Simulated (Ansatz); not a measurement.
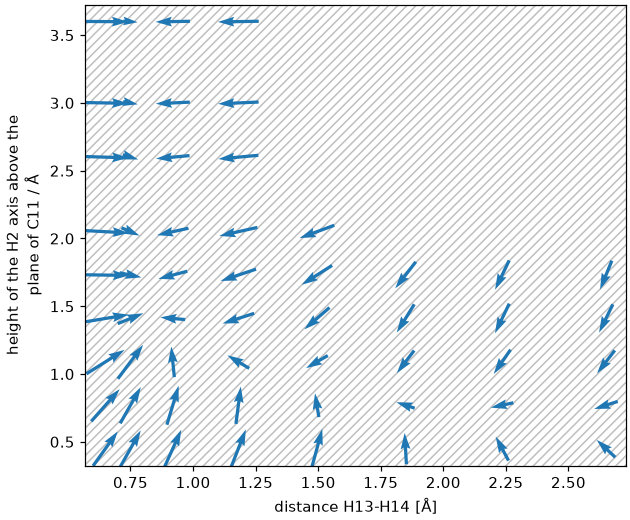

H₂ on a C(101) slab cut from the P6/mmm phase, its upper half relaxed before the scan (12 atoms of substrate and one adsorbate in a 2 × 1 cell). H2 lies flat over one site of a rigid substrate while its bond length and height are varied; it sits over a hollow of the top layer over the deeper atom C9, heights counted from the top plane, its axis along the second surface vector. First axis: distance H13-H14. Second axis: height of the H2 axis above the plane of C11. Grid: 8 × 9 points. At 15 points there is no value (left out: too close to the surface, or the stretched molecule far from it). Points are written as (first, second). Method: DFT LDA, scalar-relativistic, plane waves, PAW (Ansatz). Settings: cutoff 420 eV, k-mesh 6×3×1, gaussian smearing 0.1 eV, no spin polarisation.

In the figure: arrows along the force (downhill), their lengths compressed, hatched blanks where no value was computed.

> The arrows alone are given. Where is the energy lowest?

The arrows converge at about (0.807 Å, 1.54 Å) (read from the interpolated surface).

The energy map of the same scan:

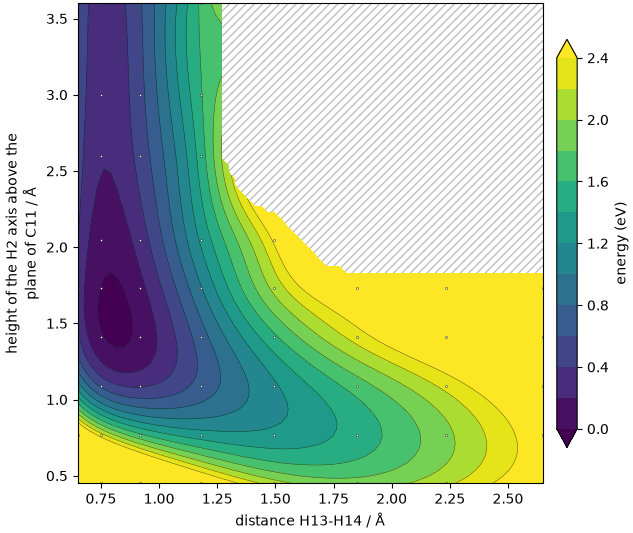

Energies are in eV, from the lowest grid point; between grid points the surface is interpolated.

PAW datasets: the set soft_1.
